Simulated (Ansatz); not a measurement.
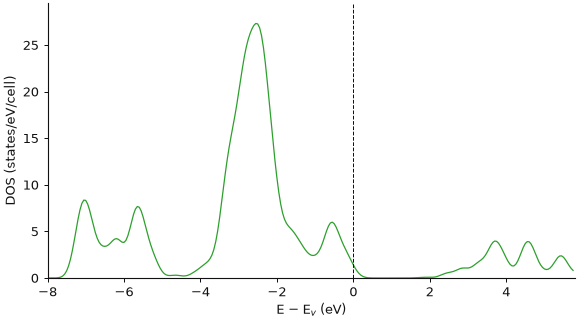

Density of states. Energies are counted from the top of the valence band. The curve is built from the levels of the k mesh with Gaussians 0.4 eV wide, which also blur the band edges.

Structure: Cu₂O, space group Pn-3m, 6 atoms in the cell, hydrostatic strain +2.0%.

Level of theory: DFT, HSE06, plane waves, PAW, no spin polarisation, 4×4×4 k mesh, 420 eV cutoff; code Ansatz 0.2.0.

**Metal or insulator, going by the density of states?**

There is a gap; over the k points computed it is 1.87 eV (direct among those points).

**Where is the tallest peak of the filled states in the window?**

Within the window shown, the tallest peak of the filled states lies 2.5 eV under the valence-band top, at about 27 states per eV and cell.
